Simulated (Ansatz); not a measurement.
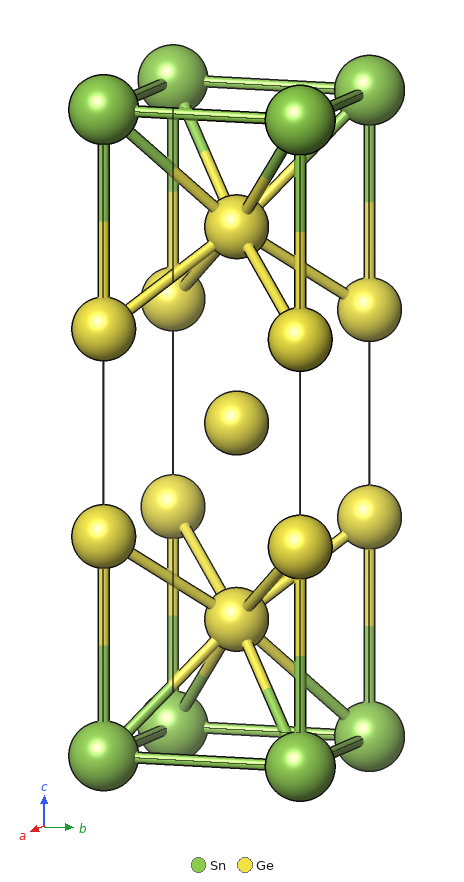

Ball-and-stick drawing of the structure, looking slightly off an axis. The conventional unit cell is drawn as a box. Cell: a = 3.40 Å, b = 3.40 Å, c = 10.67 Å, α = 90.00°, β = 90.00°, γ = 90.00°.

The structure was taken from a structure type filled with these elements by a generator (whether the compound takes this form wasn't checked). Earlier steps of the study may have refined or changed the cell and positions. It was the input of a calculation with Ansatz.

> Summary of the structure:

It has the composition SnGe5. Space group: P4/mmm (No. 123). Lattice: primitive tetragonal. In the cell are 1 Sn, 5 Ge, which makes 1 formula unit. By contacts within bonding range, the coordination numbers are Sn 14 and Ge 0 to 8 (mean 5.2).

Method used: Ansatz, DFT PBE, scalar-relativistic, plane waves, PAW. It ran with plane-wave cutoff 420 eV, k-points on a 12×12×4 grid, Gaussian smearing of 0.1 eV, no spin polarisation.

> Does it come out as a metal, or with a gap?

A metal: bands cross the Fermi level.

> What charge does Bader's analysis assign to each element?

Sn +0.22 e; Ge -0.10 to +0.03 e.

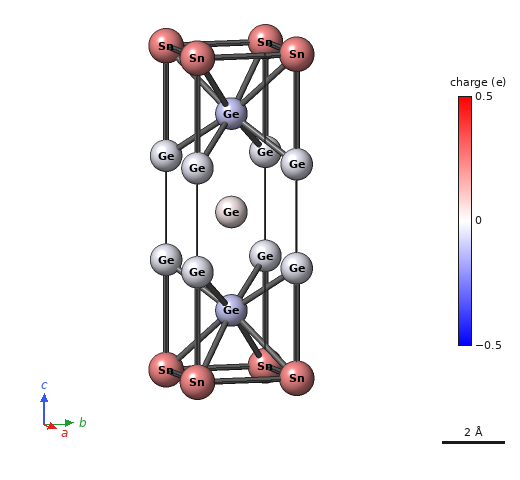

The atoms coloured by those charges. The run's cell of 6 atoms is drawn.

> Does this geometry sit at a stationary point of the energy?

Yes. The largest force is 0.01 eV/Å. The pressure is 0.0 GPa, close to zero.
